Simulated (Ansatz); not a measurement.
**Energy of PbSe along an even scaling of the cell**

System: PbSe (Fm-3m, 2 atoms in the cell).
Method: Kohn-Sham DFT of a periodic cell, PBE, all-electron LAPW, scalar-relativistic, no spin polarisation (Ansatz 0.2.0).

The 7 runs differ only in the geometry, by an even scaling of the cell at fixed fractional positions. The structure derives from an entry of the Crystallography Open Database.

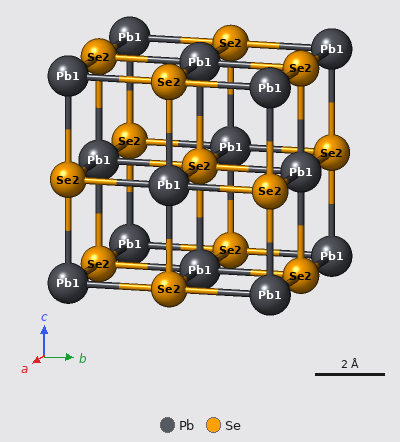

Figure 1. The structure of run 4 (ball-and-stick view of the cell 4 times as large as that of the calculation, set on its symmetry axes, seen slightly off an axis; atoms are numbered from 1 in the order of the input).

## Input of run 4
```yaml
crystal:
  lattice:
    - [0.0, 3.06065, 3.06065]
    - [3.06065, 0.0, 3.06065]
    - [3.06065, 3.06065, 0.0]
  atoms:
    - { symbol: Pb, position: [0.0, 0.0, 0.0] }
    - { symbol: Se, position: [0.5, 0.5, 0.5] }
kpoints:
  mp_grid: { grid: [8, 8, 8] }
scf:
  occupations: { method: fermi_dirac, width: 0.05 }
hamiltonian:
  xc: pbe
  pseudopotentials: { kind: all_electron, lapw: { basis_error: 0.0005 } }
output:
  forces: true
  stress: true
  eigenvalues: true
```

Command:
```bash
ansatz run input.yaml --threads 1 --pin off --max-ram 3072MiB --backend cpu --events-out ev --progress --plain --runs-dir out
```

Lattice vectors (Å) and fractional positions of run 4:
```
   0.000000    3.060650    3.060650
   3.060650    0.000000    3.060650
   3.060650    3.060650    0.000000
Pb  0.000000  0.000000  0.000000
Se  0.500000  0.500000  0.500000
```

Run 3 differs from it as follows:
```diff
-    - [0.0, 3.06065, 3.06065]
-    - [3.06065, 0.0, 3.06065]
-    - [3.06065, 3.06065, 0.0]
+    - [0.0, 3.0401081059, 3.0401081059]
+    - [3.0401081059, 0.0, 3.0401081059]
+    - [3.0401081059, 3.0401081059, 0.0]
```

## Results, with one run withheld

| run | volume per atom (Å³) | free energy per atom, from the lowest run given (meV) | pressure (GPa) | gap on the mesh (eV) |
| --- | --- | --- | --- | --- |
| 1 | 26.951 | 55.97 | 6.40 | 0.06 |
| 2 | 27.524 | 35.73 | 4.94 | 0.14 |
| 3 | 28.097 | ? | ? | ? |
| 4 | 28.671 | 9.70 | 2.42 | 0.29 |
| 5 | 29.244 | 3.01 | 1.34 | 0.35 |
| 6 | 29.818 | 0.00 | 0.36 | 0.41 |
| 7 | 30.391 | 0.32 | −0.52 | 0.46 |

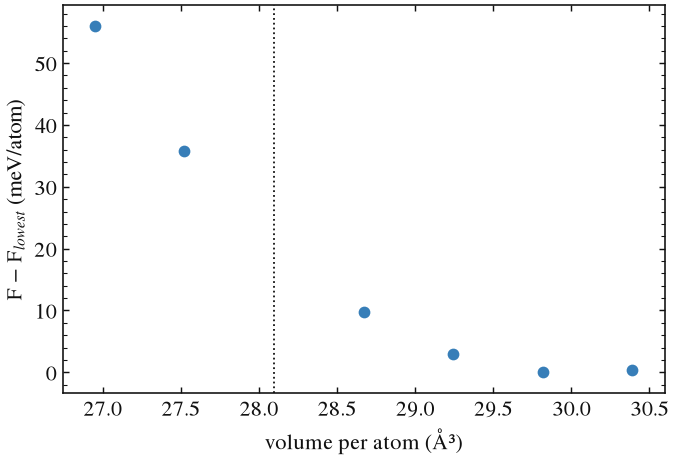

Figure 2. Free energy per atom of the runs given; the dotted line marks run 3.

Fit the runs given and predict run 3.

A cubic polynomial in V^(−2/3) (the Birch–Murnaghan form), fitted to the 6 runs given, misses them by under 0.01 meV per atom. With x = V^(−2/3) − 0.10662 Å⁻², it reads F = 8.9185 + 5838.2 x + 9.322e+05 x² + 9.9389e+05 x³ (meV per atom). At run 3 it gives 20.47 meV per atom, and the run itself gives 20.46. The slope of the fit gives a pressure −dF/dV of 3.62 GPa there, and the run prints 3.62 GPa. The fit has its minimum at 30.044 Å³ per atom, where V d²F/dV² gives 46.8 GPa: the bulk modulus at this level, since symmetry fixes the shape and the positions. The gap on the mesh goes, without turning, from 0.06 eV in run 1 to 0.46 eV in run 7; run 3 has 0.22 eV. These are gaps of this functional on this mesh, which can miss the band edges; they aren't the measured gap.

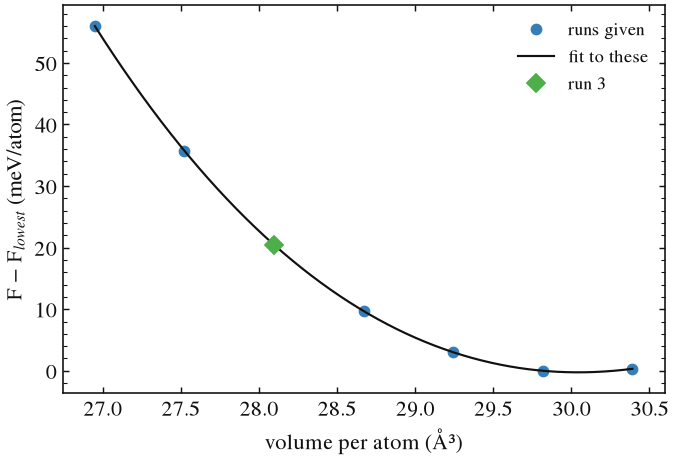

Figure 3. The fit and the withheld run.

## Output, shortened to warnings, some set-up lines, iterations and results (run 3)
```
Basis set: ecut = 207.51895708760338 eV, 387 PW (Γ), exchange–correlation at level 2
Symmetry: 48 space group operations
k-points: 29 of 512
Initial density: superposition of atomic densities (chi_scale 0.1, normalization cell, long waves kept (reshape's long-wave potential 0.00 eV rms))
[...]
SCF iter   1: F=—  HF=-634193.626028 eV  |F-HF|=—  |Δ(HF+E_count)|=         —  Δρ=2.47e-2  dr2=8.11e-1  ethr=1.35e-3  ⟨swp⟩=2.0  Hψ=6417  notcnv=0
SCF iter   2: F=—  HF=-634193.379355 eV  |F-HF|=—  |Δ(HF+E_count)|=   2.47e-1  Δρ=5.12e-3  dr2=1.52e-2  ethr=2.53e-5  ⟨swp⟩=2.0  Hψ=5440  notcnv=0
SCF iter   3: F=—  HF=-634193.350457 eV  |F-HF|=—  |Δ(HF+E_count)|=   2.89e-2  Δρ=3.30e-3  dr2=1.06e-2  ethr=2.53e-5  ⟨swp⟩=2.9  Hψ=3318  notcnv=0
SCF iter   4: F=—  HF=-634193.352108 eV  |F-HF|=—  |Δ(HF+E_count)|=   1.65e-3  Δρ=9.25e-4  dr2=6.96e-4  ethr=1.77e-5  ⟨swp⟩=2.0  Hψ=3104  notcnv=0
SCF iter   5: F=—  HF=-634193.352351 eV  |F-HF|=—  |Δ(HF+E_count)|=   2.43e-4  Δρ=1.19e-4  dr2=8.84e-6  ethr=1.16e-6  ⟨swp⟩=2.5  Hψ=3118  notcnv=0
SCF iter   6: F=—  HF=-634193.352364 eV  |F-HF|=—  |Δ(HF+E_count)|=   1.28e-5  Δρ=1.99e-5  dr2=3.30e-7  ethr=1.47e-8  ⟨swp⟩=3.0  Hψ=3218  notcnv=0
SCF iter   7: F=-634193.352364 eV  HF=-634193.352364 eV  |F-HF|=1.63e-9  |Δ(HF+E_count)|=   1.07e-7  Δρ=5.71e-6  dr2=2.92e-8  ethr=5.50e-10  ⟨swp⟩=3.0  Hψ=3218  notcnv=0
SCF 1 converged in 7 iterations: F = -634193.352364 eV  dr2 = 2.92e-8
SCF converged after 7 iterations
Free energy (F): -634193.352364 eV
Harris-Foulkes:  -634193.352364 eV  (|F-HF|=1.63e-9)
Internal energy: -634193.351842 eV  (E = F + TS)
E sigma→0 (E₀):  -634193.352103 eV
Entropy (-TS):   -0.000522 eV (-0.261 meV/atom)
Fermi energy:    12.280161 eV
--- Per-component energies (eV) ---
  E_band       = -3834.010872
  E_kinetic    = 722668.455126
  E_xc         = -12976.708384
  E_electrostatic = -1343885.098584  (all electrons and nuclei)
  E_smearing   = -0.000522  (= −TS)
  E_closure    = 0.000000  (closes the sum)
  E_atoms      = -634185.215359  (free atoms, spherical and without spin; not in F)
  Σ components = -634193.352364   (vs F -634193.352364, Δ=0.00e0)
  Basis errors (estimates in eV, not in F): energy 1.9e-4 per atom: plane waves 1.7e-4 (9.4e-5 summed), levels above the bands 8.6e-72, relativity 2.4e-8, radial functions 2.1e-5, core shells 2.0e-8; eigenvalues (radial functions only) 2.8e-6; not estimated: angular momenta, meshes, grids; target …
--- Forces (eV/Å), atoms counted from 1 ---
  atom   1  Pb     0.00000000    -0.00000000     0.00000000
  atom   2  Se     0.00000000    -0.00000000     0.00000000
  max |Σ_I F_I| component: 7.07e-31 eV/Å
--- Stress (GPa, compression-positive) ---
        3.618208       0.000000      -0.000000
        0.000000       3.618208      -0.000000
       -0.000000      -0.000000       3.618208
  P = ⅓ Tr σ = 3.6182 GPa (36.182 kbar)
```

Notes: Spin–orbit coupling is left out, which matters for Pb.
